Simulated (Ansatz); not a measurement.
RbBr: band-structure calculation (part 2 of 2)

The same run, continued: RbBr (P4/mmm, 2 atoms in the cell); DFT, HSE06, plane waves, PAW, no spin polarisation (Ansatz 0.2.0); cutoff 420 eV, 4×4×4 k-mesh, fixed occupations. The structure was built on a prototype by a generator. The geometry comes from this level: r2SCAN (a point of a series of strains). It belongs to a series of runs on one base structure; here: epitaxial_xy strain -5.0%.

Geometry of the input (Å; fractional positions):
```
3.9232  0.0000  0.0000
0.0000  3.9232  0.0000
0.0000  0.0000  4.2303
Rb 0.0000  0.0000  0.0000
Br 0.5000  0.5000  0.5000
```

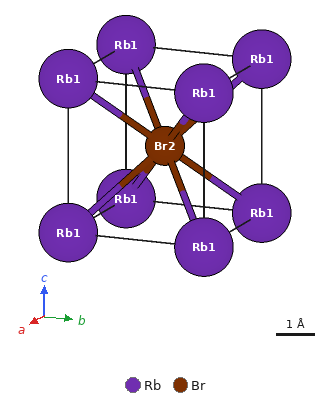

Figure 1. The structure (ball-and-stick view of the cell of the calculation, seen slightly off an axis; atoms are numbered from 1 in the order of the input).

What the program printed, continued:
```
SCF iter   1: F=—  HF=-6053.868769 eV  |F-HF|=—  |Δ(HF+E_count)|=         —  Δρ=1.49e-3  dr2=1.89e-3  ethr=1.77e-3  ⟨swp⟩=9.1  Hψ=1147  notcnv=0
preconditioner: auto → none  [insulator: Δε(μ)=4.109 eV  Ē_g=13.553 eV  n_scr=6 (ndim 8)  ℏωp=17.2 eV  f_vac=0.000]
iter 2 solved again at ethr=3.35e-7 eV; its pass at ethr=1.18e-5 eV (dr2=5.36e-5 eV) is discarded
SCF iter   2: F=-6053.868540 eV  HF=-6053.868529 eV  |F-HF|=1.09e-5  |Δ(HF+E_count)|=   2.40e-4  Δρ=3.21e-4  dr2=5.49e-5  ethr=3.35e-7  ⟨swp⟩=3.3  Hψ=1308  notcnv=0
SCF 1 stopped early in 2 iterations: F = -6053.868540 eV  dr2 = 5.49e-5
  greatest PAW one-centre occupation: 0.973 electrons in one spin orbital (limit 2), on the Rb atom at site 0 (counted from 0), in its partial waves of l = 0
Initial density: handed on by an earlier stage of this run
Initial wavefunctions: those handed on with the density
Functional: x = pbe(κ = 0.804, μ = 0.2195149727645171) + 0.25 (exact − pbe) at short range (hse, ω = 0.20786987370883472 Å⁻¹), c = pbe(β = 0.06672455060314922); HSE06 as pw.x's `hse` composes it (authors' and Libxc's form: `xc: wpbeh`)
Exchange kernel: α = 0.2500, screened, ω = 0.2079 Å⁻¹, Wigner–Seitz truncation, v(0) = 1034.9976 eV·Å³, q-mesh 4×4×4, nearest image of the exchange supercell L = 15.69 Å, pair-density grid 18×18×18, without the augmentation charges, whose exchange is taken in its separable form by FFT convolution over the k-point mesh (sized by the pseudopotential files, 27×27×30 at the most), smooth part of the exact exchange by density-matrix convolution
Frozen-core exchange: fock
SCF iter   1: F=—  HF=-6058.396977 eV  |F-HF|=—  |Δ(HF+E_count)|=         —  Δρ=2.72e-3  dr2=4.10e-3  ethr=3.43e-6  ⟨swp⟩=6.6  Hψ=1124  notcnv=0
preconditioner: auto → none  [insulator: Δε(μ)=5.343 eV  Ē_g=15.288 eV  n_scr=6 (ndim 8)  ℏωp=17.2 eV  f_vac=0.000]
SCF iter   2: F=—  HF=-6058.395695 eV  |F-HF|=—  |Δ(HF+E_count)|=   1.28e-3  Δρ=1.24e-3  dr2=7.17e-4  ethr=3.43e-6  ⟨swp⟩=3.9  Hψ=692  notcnv=0
SCF iter   3: F=—  HF=-6058.397433 eV  |F-HF|=—  |Δ(HF+E_count)|=   1.74e-3  Δρ=4.12e-4  dr2=1.52e-4  ethr=3.41e-6  ⟨swp⟩=3.2  Hψ=587  notcnv=0
SCF iter   4: F=-6058.397389 eV  HF=-6058.397388 eV  |F-HF|=1.47e-6  |Δ(HF+E_count)|=   4.48e-5  Δρ=3.70e-5  dr2=1.82e-6  ethr=9.07e-7  ⟨swp⟩=3.0  Hψ=586  notcnv=0
SCF 2 stopped early in 4 iterations: F = -6058.397389 eV  dr2 = 1.82e-6
hybrid outer 1: dexx = +2.242e-3 eV, tail = 1.03e-5 eV
Exchange kernel: α = 0.2500, screened, ω = 0.2079 Å⁻¹, Wigner–Seitz truncation, v(0) = 1034.9976 eV·Å³, q-mesh 4×4×4, nearest image of the exchange supercell L = 15.69 Å, pair-density grid 18×18×18, without the augmentation charges, whose exchange is taken in its separable form by FFT convolution over the k-point mesh (sized by the pseudopotential files, 27×27×30 at the most), smooth part of the exact exchange by density-matrix convolution
Frozen-core exchange: fock
SCF iter   1: F=—  HF=-6058.397653 eV  |F-HF|=—  |Δ(HF+E_count)|=         —  Δρ=3.64e-5  dr2=1.02e-6  ethr=3.22e-7  ⟨swp⟩=3.1  Hψ=589  notcnv=0
preconditioner: auto → none  [insulator: Δε(μ)=5.325 eV  Ē_g=15.292 eV  n_scr=6 (ndim 8)  ℏωp=17.2 eV  f_vac=0.000]
SCF iter   2: F=—  HF=-6058.397653 eV  |F-HF|=—  |Δ(HF+E_count)|=   1.84e-7  Δρ=4.75e-6  dr2=3.41e-8  ethr=6.05e-9  ⟨swp⟩=3.3  Hψ=628  notcnv=0
SCF iter   3: F=—  HF=-6058.397653 eV  |F-HF|=—  |Δ(HF+E_count)|=   3.38e-7  Δρ=4.86e-6  dr2=2.92e-8  ethr=3.54e-11  ⟨swp⟩=4.7  Hψ=872  notcnv=0  defer=1
SCF iter   4: F=-6058.397653 eV  HF=-6058.397653 eV  |F-HF|=4.60e-10  |Δ(HF+E_count)|=   9.69e-9  Δρ=7.99e-7  dr2=1.32e-9  ethr=3.54e-11  ⟨swp⟩=4.0  Hψ=692  notcnv=0
SCF 3 converged in 4 iterations: F = -6058.397653 eV  dr2 = 1.32e-9
  Residual-converged pass: ⟨swp⟩=3.0  Hψ=534  notcnv=0  max |occ|·‖R‖ = 2.4e-6 eV (tolerance 2.4e-6 eV)  dr2=1.32e-9  dr2_onsite=2.00e-11  max |Δocc| = 0.0e0
hybrid outer 2: dexx = +4.069e-7 eV, tail = 6.12e-9 eV, Δε = 1.10e-3 eV (about 2.33e-5 eV left of the loop's levels)
the search or the solves at the SCF's close seem to have found levels that the self-consistency loop had missed (the run counts 1). By its estimate they hold under 1e-12 electrons; where the run keeps them, the occupations were computed again with them
NSCF: frozen V_eff on 5 k-points
hybrid SCF converged: 2 outer / 8 inner (+2 warm-up), last move |dexx| = 4.07e-7 eV, tail = 6.12e-9 eV
Stability not checked: this state was not tested for a lower state beside it, because the functional holds exact exchange (a hybrid, or Hartree-Fock), whose exchange loop this test does not read (fock_operator; see scf.lower_state_search)
Free energy (F): -6058.397653 eV
Frozen-core exchange: fock
Harris-Foulkes:  -6058.397653 eV  (|F-HF|=4.60e-10)
Internal energy: -6058.397653 eV  (E = F + TS)
E sigma→0 (E₀):  -6058.397653 eV
Fermi energy:    2.724413 eV
--- Per-component energies (eV) ---
  E_band       = -103.137350
  E_kinetic    = 328.029294
  E_local      = -684.111366  (includes V_loc(G=0)·N_el)
  E_nonlocal   = 242.553521
  E_hartree    = 162.321918
  E_xc         = -314.569809
  E_vxc        = -194.271488  (∫ρ·V_xc dr)
  E_exx        = -33.383544  (= α·E_x^exact, valence–valence)
  E_paw        = -4917.647144  (= ΣΔE_a)
  E_vpaw       = -53.214292  (= ΣTr[D̂ρ^β])
  E_aug_tail   = -0.000001  (compensation charges beyond the density's cutoff)
  E_ewald      = -840.858201
  E_core_change = -0.732320  (= ΣΔE_core)
  E_smearing   = -0.000000  (= −TS)
  E_closure    = -0.000001  (closes the sum)
  Σ components = -6058.397653   (vs F -6058.397653, Δ=0.00e0)
--- Forces (eV/Å), atoms counted from 1 ---
  atom   1  Rb    -0.00000000     0.00000000     0.00000000
  atom   2  Br     0.00000000    -0.00000000     0.00000000
  max |Σ_I F_I| component: 3.94e-31 eV/Å
--- Stress (GPa, compression-positive) ---
        2.865593       0.000000       0.000000
        0.000000       2.865593       0.000000
        0.000000       0.000000       0.350938
  P = ⅓ Tr σ = 2.0274 GPa (20.274 kbar)
--- Band table (eV; the first three rows and the last of 18) ---
  k-point 0: bands = ["-24.2179", "-11.2320", "-7.0611", "-6.9714", "-6.9714", "2.1564", "2.5623", "2.5623", "8.0488", "9.1511", "9.3827", "13.9710"]
  k-point 1: bands = ["-24.2086", "-11.2611", "-7.0449", "-6.9479", "-6.9479", "1.2702", "2.4945", "2.4945", "9.5007", "9.8286", "10.2650", "14.0662"]
  k-point 2: bands = ["-24.1992", "-11.2921", "-7.0188", "-6.9241", "-6.9241", "0.5811", "2.4257", "2.4257", "10.6168", "11.2412", "11.5660", "12.5947"]
  k-point 17: bands = ["-24.1257", "-10.8035", "-7.3561", "-7.3561", "-7.1631", "0.9016", "0.9016", "1.0556", "12.0538", "12.4484", "12.4484", "13.1746"]
```

File bands.tsv:
```
# k_distance	band_0	band_1	band_2	band_3	band_4	band_5	band_6	band_7	band_8	band_9	band_10	band_11
# fermi_ev = 2.724413
# lock_threshold_ev = 1e-6
# [0, 0, 0] at k_distance = 0.000000
# [0, 0.5, 0] at k_distance = 0.800777
# [0.5, 0.5, 0] at k_distance = 1.601554
# [0.5, 0.5, 0.5] at k_distance = 2.344194
# [0, 0.5, 0.5] at k_distance = 3.144971
# levels_relative_to = fermi_ev
# free_energy_ev = -6058.397653
# largest_residual_norms_ev = 5.510e-4 3.280e-4 3.849e-4 4.099e-4 3.447e-4 7.642e-4 6.444e-4 6.743e-4 1.644e-3 1.764e-3 1.797e-3 1.236e-3
0.000000	-26.942357	-13.956437	-9.785494	-9.695789	-9.695789	-0.568002	-0.162125	-0.162125	5.324396	6.426671	6.658306	11.246592
0.800777	-26.901520	-13.924977	-9.932415	-9.690751	-9.621327	-2.212438	-0.706660	-0.200705	8.019198	8.552255	9.486196	9.805412
1.601554	-26.864435	-13.629643	-10.179909	-10.179909	-9.632904	-1.406171	-1.406171	-0.360535	6.468274	6.944831	8.673011	8.673011
2.344194	-26.850123	-13.527905	-10.080481	-10.080481	-9.887466	-1.822768	-1.822768	-1.668858	9.329434	9.724020	9.724020	10.450168
3.144971	-26.885713	-13.712329	-10.230701	-10.035625	-9.595984	-1.482956	-1.257437	0.000000	6.306940	7.585785	9.337459	9.603558
```

File rho_z.tsv:
```
# z_ang	rho[e/angstrom^3]
# format = ansatz-planar-average/11
# lattice	3.923181490	0.000000000	0.000000000
# lattice	0.000000000	3.923181490	0.000000000
# lattice	0.000000000	0.000000000	4.230299233
# sites	2
# site	37	0.000000000	0.000000000	0.000000000
# site	35	1.961590745	1.961590745	2.115149617
0.000000	3.695545e-1
0.141010	3.663365e-1
0.282020	3.513469e-1
0.423030	3.163416e-1
0.564040	2.631623e-1
0.705050	2.058281e-1
0.846060	1.609710e-1
0.987070	1.386673e-1
1.128080	1.409683e-1
1.269090	1.644371e-1
1.410100	2.008969e-1
1.551110	2.377711e-1
1.692120	2.634185e-1
1.833130	2.748282e-1
1.974140	2.774929e-1
2.115150	2.776483e-1
2.256160	2.774929e-1
2.397170	2.748282e-1
2.538180	2.634185e-1
2.679190	2.377711e-1
2.820199	2.008969e-1
2.961209	1.644371e-1
3.102219	1.409683e-1
3.243229	1.386673e-1
3.384239	1.609710e-1
3.525249	2.058281e-1
3.666259	2.631623e-1
3.807269	3.163416e-1
3.948279	3.513469e-1
4.089289	3.663365e-1
```

File v_z.tsv:
```
# z_ang	v_es[eV]	v_tot[eV]
# format = ansatz-planar-average/11
# xc	hse06
# density_cutoff_ev	1680
# datasets	Rb=:simpson_from_first_knot:soft:fock:shift=0	Br=:simpson_from_first_knot:soft:fock:shift=0
# lattice	3.923181490	0.000000000	0.000000000
# lattice	0.000000000	3.923181490	0.000000000
# lattice	0.000000000	0.000000000	4.230299233
# sites	2
# site	37	0.000000000	0.000000000	0.000000000
# site	35	1.961590745	1.961590745	2.115149617
0.000000	-6.752229e0	-1.421417e1
0.141010	-6.035877e0	-1.330239e1
0.282020	-4.066316e0	-1.115462e1
0.423030	-1.351250e0	-8.324192e0
0.564040	1.434842e0	-5.350185e0
0.705050	3.703532e0	-2.907378e0
0.846060	5.206340e0	-1.263941e0
0.987070	6.030798e0	-3.666846e-1
1.128080	6.384156e0	-3.571400e-2
1.269090	6.134072e0	-4.343498e-1
1.410100	5.019390e0	-1.765695e0
1.551110	3.281037e0	-3.783344e0
1.692120	1.468689e0	-5.967016e0
1.833130	1.703701e-2	-7.820336e0
1.974140	-8.890495e-1	-9.063517e0
2.115150	-1.194112e0	-9.537503e0
2.256160	-8.890495e-1	-9.063517e0
2.397170	1.703701e-2	-7.820336e0
2.538180	1.468689e0	-5.967016e0
2.679190	3.281037e0	-3.783344e0
2.820199	5.019390e0	-1.765695e0
2.961209	6.134072e0	-4.343498e-1
3.102219	6.384156e0	-3.571400e-2
3.243229	6.030798e0	-3.666846e-1
3.384239	5.206340e0	-1.263941e0
3.525249	3.703532e0	-2.907378e0
3.666259	1.434842e0	-5.350185e0
3.807269	-1.351250e0	-8.324192e0
3.948279	-4.066316e0	-1.115462e1
4.089289	-6.035877e0	-1.330239e1
```

Results in brief:

| quantity | value |
| --- | --- |
| outcome | converged |
| space group (tolerance 0.01 Å) | P4/mmm (123) |
| electrons treated | 16 |
| free energy | −6058.3977 eV |
| Fermi energy | 2.724 eV |
| gap on the k-point mesh | 5.32 eV |
| pressure | 2.03 GPa |
| largest force (length of the vector) | under 0.001 eV/Å |
| hardware | 4 threads of an x86-64 CPU, shared host |
| wall time | 44 s (CPU time 90 s) |
| peak memory | 0.85 GiB |

Warnings of the run: the exchange loop's threshold is looser than advised for the stress; the SCF threshold is looser than advised for the printed stress.
